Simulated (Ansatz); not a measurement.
**TiN (Fm-3m): equation of state with a fit from a Python script**

Aim: an equation of state with a fit, for TiN (Fm-3m), run from a script.

Computed with the Python package of Ansatz 0.2.0. Level of theory: DFT r2SCAN+U, plane waves, PAW.

## (1) The structure

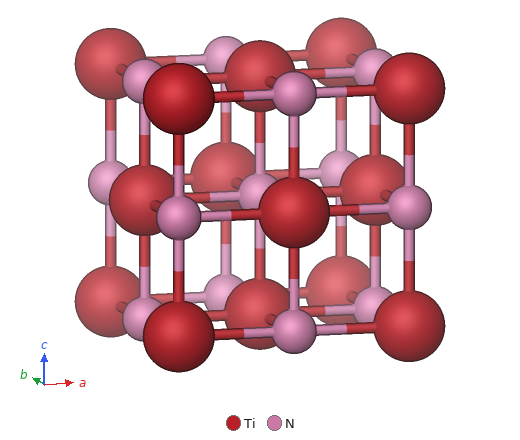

The structure that the script starts from, seen slightly off an axis (titanium red, nitrogen pink). The cell is the conventional one. Atoms on cell faces are repeated.

No structure file is read: the coordinates are typed or built in the script.

## (2) Script

Input file eos.py:

```python
"""Energy against volume for TiN, with a fit."""

import warnings

import ansatz
import numpy as np
from pymatgen.analysis.eos import EOS

vectors0 = np.array([
    [0.0, 2.119, 2.119],
    [2.119, 0.0, 2.119],
    [2.119, 2.119, 0.0],
])
sites = [
    ("Ti", (0.0, 0.0, 0.0)),
    ("N", (0.5, 0.5, 0.5)),
]


def make_crystal(cell):
    crystal = ansatz.Crystal(lattice=ansatz.Lattice.of(cell))
    for symbol, position in sites:
        crystal = crystal.atom(symbol, position)
    return crystal


def main() -> None:
    warnings.simplefilter("ignore", ansatz.DeckWarning)

    # scale the volume, keep shape and fractions
    volumes, energies, pressures = [], [], []
    for scale in np.linspace(0.94, 1.06, 7):
        cell = vectors0 * scale ** (1 / 3)
        calc = make_crystal(cell).calculation()
        calc = calc.functional(ansatz.Functional.R2SCAN)
        calc = calc.occupations("Fermi-Dirac")
        calc = calc.hubbard("Ti", "d", u_eff=3.5)
        calc = calc.mixing("broyden", ndim=12, beta=0.2).eigensolver("auto", full_accuracy=True)
        calc = calc.scf(extra_bands=12).basis(600)
        calc = calc.kpoints(9, 9, 9)
        calc = calc.stress()
        rep = calc.run(threads=1, backend="cpu").report
        volumes.append(abs(np.linalg.det(cell)) / len(sites))
        energies.append(rep["free_energy_ev"] / len(sites))
        pressures.append(np.trace(rep["stress_gpa"]) / 3)
        print(f"V = {volumes[-1]:8.4f} A^3/atom  F = {energies[-1]:.5f} eV/atom  P = {pressures[-1]:8.3f} GPa")

    for form in ["birch_murnaghan", "vinet", "murnaghan"]:
        fit = EOS(eos_name=form).fit(volumes, energies)
        print(f"{form:18s} V0 {fit.v0:8.4f} A^3/atom  B0 {fit.b0_GPa:7.1f} GPa  B1 {fit.b1:5.2f}")


if __name__ == "__main__":
    main()
```

## (3) What the engine is handed

The package turns the script's settings into the engine's input (first run):

```yaml
crystal:
  lattice:
    - [0.0, 2.075742964368275, 2.075742964368275]
    - [2.075742964368275, 0.0, 2.075742964368275]
    - [2.075742964368275, 2.075742964368275, 0.0]
  atoms:
    - { symbol: Ti, position: [0.0, 0.0, 0.0] }
    - { symbol: "N", position: [0.5, 0.5, 0.5] }
basis:
  ecutwfc: 600.0
kpoints:
  mp_grid:
    grid: [9, 9, 9]
hamiltonian:
  xc: r2scan
  hubbard:
    - { species: Ti, l: d, u_eff: 3.5 }
scf:
  n_extra_bands: 12
  mixing:
    algorithm: broyden
    beta: 0.2
    ndim: 12
  occupations:
    method: fermi_dirac
  eigensolver:
    kind: auto
    full_accuracy: true
output:
  stress: true
```

## (4) Running it

The run is started by

```
$ python eos.py
```

Log:

```text
V =   8.9438 A^3/atom  F = -1444.79426 eV/atom  P =   25.214 GPa
V =   9.1341 A^3/atom  F = -1444.81953 eV/atom  P =   17.468 GPa
V =   9.3244 A^3/atom  F = -1444.83607 eV/atom  P =   10.482 GPa
V =   9.5147 A^3/atom  F = -1444.84471 eV/atom  P =    4.180 GPa
V =   9.7049 A^3/atom  F = -1444.84624 eV/atom  P =   -1.508 GPa
V =   9.8952 A^3/atom  F = -1444.84135 eV/atom  P =   -6.642 GPa
V =  10.0855 A^3/atom  F = -1444.83065 eV/atom  P =  -11.277 GPa
birch_murnaghan    V0   9.6526 A^3/atom  B0   281.9 GPa  B1  4.18
vinet              V0   9.6525 A^3/atom  B0   282.0 GPa  B1  4.21
murnaghan          V0   9.6528 A^3/atom  B0   281.7 GPa  B1  4.12
```

Run time: 33 s. Hardware: 1 thread of Intel Xeon Platinum 8259CL at 2.50GHz (Skylake/Cascade Lake), shared host; peak memory 0.56 GiB.

## (5) Inputs of later runs

The engine's inputs for some of the other runs:

Run 2, against run 1:

```diff
@@ -3,3 +3,3 @@
-    - [0.0, 2.075742964368275, 2.075742964368275]
-    - [2.075742964368275, 0.0, 2.075742964368275]
-    - [2.075742964368275, 2.075742964368275, 0.0]
+    - [0.0, 2.0903613542025066, 2.0903613542025066]
+    - [2.0903613542025066, 0.0, 2.0903613542025066]
+    - [2.0903613542025066, 2.0903613542025066, 0.0]
```

Run 6, against run 1:

```diff
@@ -3,3 +3,3 @@
-    - [0.0, 2.075742964368275, 2.075742964368275]
-    - [2.075742964368275, 0.0, 2.075742964368275]
-    - [2.075742964368275, 2.075742964368275, 0.0]
+    - [0.0, 2.146884776694956, 2.146884776694956]
+    - [2.146884776694956, 0.0, 2.146884776694956]
+    - [2.146884776694956, 2.146884776694956, 0.0]
```

Run 7, against run 1:

```diff
@@ -3,3 +3,3 @@
-    - [0.0, 2.075742964368275, 2.075742964368275]
-    - [2.075742964368275, 0.0, 2.075742964368275]
-    - [2.075742964368275, 2.075742964368275, 0.0]
+    - [0.0, 2.1605595707126763, 2.1605595707126763]
+    - [2.1605595707126763, 0.0, 2.1605595707126763]
+    - [2.1605595707126763, 2.1605595707126763, 0.0]
```

## (6) What each run gave

One row for each of the 7 runs:

| run | volume (Å³/atom) | energy from run 5 (meV/atom) | pressure (GPa) | SCF cycles | CPU time (s) |
| --- | --- | --- | --- | --- | --- |
| 1 | 8.944 | 51.98 | 25.21 | 11 | 4.7 |
| 2 | 9.134 | 26.71 | 17.47 | 11 | 4 |
| 3 | 9.324 | 10.17 | 10.48 | 11 | 4 |
| 4 | 9.515 | 1.53 | 4.18 | 11 | 4 |
| 5 | 9.705 | 0.00 | -1.51 | 11 | 4.2 |
| 6 | 9.895 | 4.89 | -6.64 | 11 | 4.2 |
| 7 | 10.086 | 15.59 | -11.28 | 11 | 4.3 |

Energies are free energies F = E - TS of the smeared occupations. 

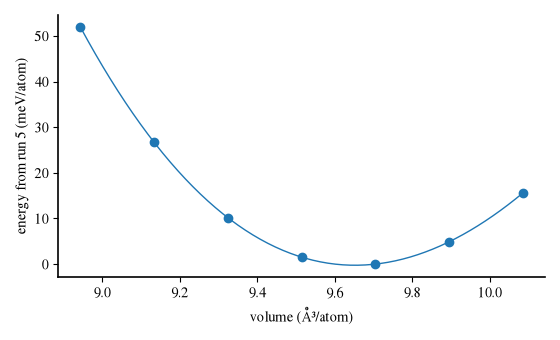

Energy against volume; the line is a third-order Birch-Murnaghan fit.

## (7) Results

```
                      quantity           value
                 runs compared               7
               range of energy  51.98 meV/atom
lowest point, volume (Å³/atom)           9.705
```

In words: Runs 1, 2, 3, 4, 5, 6, 7: each has settings that are off on purpose, so what rests on them isn't a property of the system. A third-order Birch-Murnaghan fit through the 7 points has its minimum at 9.65 Å³ an atom, 1.4 % above the typed cell, with a bulk modulus of 282 GPa and dB/dP = 4.2. From that minimum the energy rises by 52.2 meV an atom on the compressed side and 15.8 meV on the expanded side. Reading the output:
- Spin is left out of this run.
- U, its shell and the double counting are chosen to explore, and aren't derived for this compound.
- For a metal this k-point mesh is coarse: on a finer one energies can move by several to tens of meV an atom and pressures by half a GPa or more, differences at one mesh by less.
- A Hubbard U without spin forces both spins into the same orbitals, which can open a gap or pick a state that a spin-polarised run wouldn't.
- Pressure is positive in compression.
